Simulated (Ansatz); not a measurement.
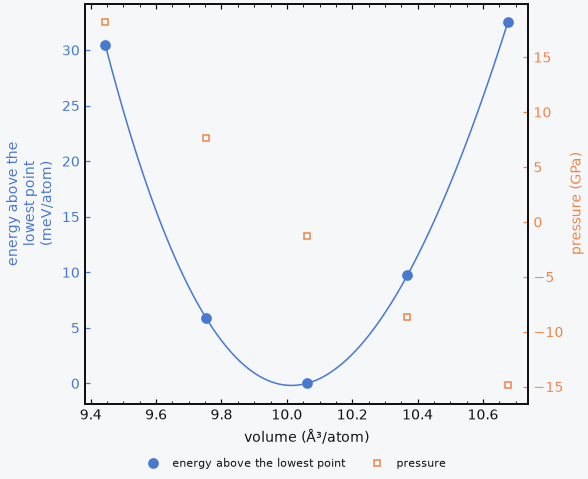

The picture above shows the energy above the lowest point and pressure against volume for Co, space group Fm-3m (No. 225) (one of a set of cubic test structures, which need not be the stable phase).

Computed with Ansatz 0.2.0 development build: equation of state of a cubic crystal from periodic Kohn-Sham density functional theory without spin, third-order Birch-Murnaghan fit to the free energies; pressure corrected for the finite basis. Level: HSE06.

structure type fcc; atoms in cell 1; space group number 225; lattice centring face-centred primitive; k mesh 6×6×6; occupation method Fermi–Dirac; occupation width 0.1 eV; wave cutoff 900 eV; datasets hand-made PAW; density tolerance 0 eV; bands 13; density cutoff ratio 4; search for lower states default; exchange singularity regularized.

### Give the fitted equation-of-state parameters.

A third-order Birch–Murnaghan fit gives V0 = 10.01 Å³/atom, B0 = 271 GPa and B′ = 4.8.

### What does the pressure do across the range?

It falls from 18.2 GPa at volume 9.44 Å³/atom to −14.9 GPa at 10.68 Å³/atom, and changes sign near 10.02 Å³/atom.

Caveats: coarse k-mesh, values are not converged in k; cubic model structure, not the ambient form; known magnet treated without spin, far from its ground state.
